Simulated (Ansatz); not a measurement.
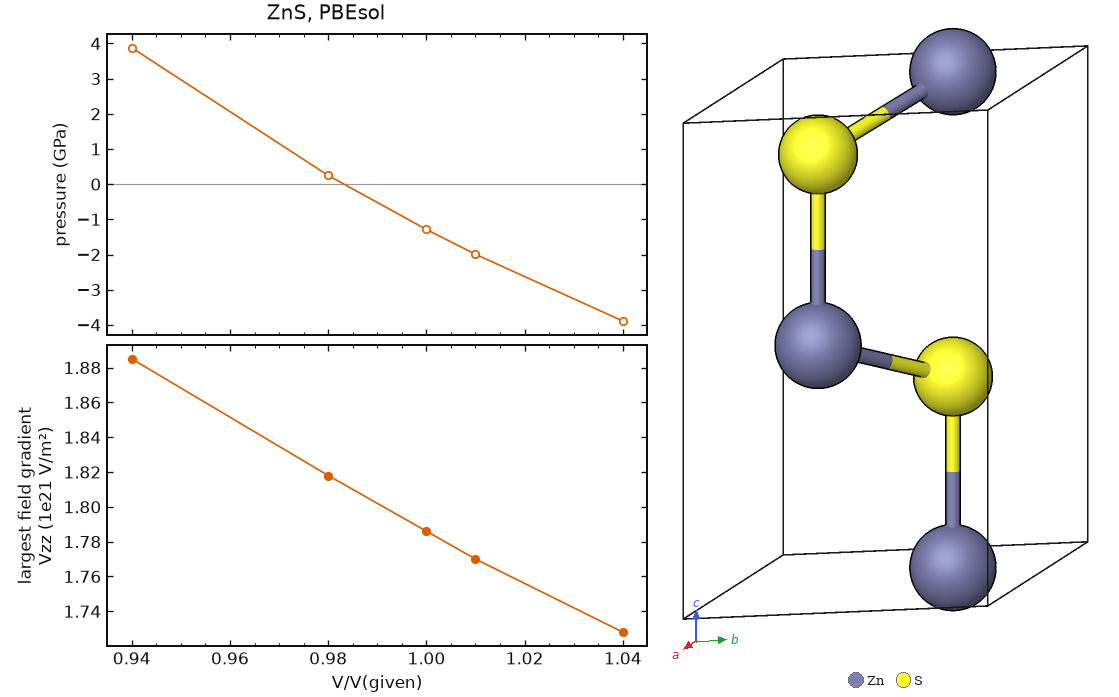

Plotted: pressure and largest field gradient Vzz against V/V(given) for ZnS, space group P6_3mc (No. 186). The conventional cell is drawn beside the plot.

Cell as given: a = 3.811 Å, b = 3.811 Å, c = 6.234 Å, α = 90.00°, β = 90.00°, γ = 120.00°; 4 atoms.

How it was computed, with Ansatz 0.2.0: periodic Kohn-Sham DFT of a crystal at fixed atoms, scaled to the stated factor times the given cell; pressure positive in compression. Level: PBEsol.

method frozen-core PAW; relativity scalar; k mesh 8×8×5; occupations Fermi–Dirac; smearing width 0.03 eV; wave cutoff 420 eV; PAW set soft_2.

V(given) is 19.60 Å³/atom.

What does the pressure do across the range?

It falls from 3.878 GPa at V/V(given) 0.94 to −3.892 GPa at 1.04, and changes sign near 0.98.

How does the largest field gradient Vzz vary with V/V(given)?

It falls from 1.885 1e21 V/m² at V/V(given) 0.94 to 1.728 1e21 V/m² at 1.04.

What does the calculation give for the volume at zero pressure from a fit of the pressures?

19.3 Å³/atom.

What does the calculation give for the bulk modulus from that fit?

78.8 GPa.

Limits of the calculation: PAW files made with PBE; shape and atomic fractions are frozen while scaling, which makes layered, chain and framework solids too stiff.
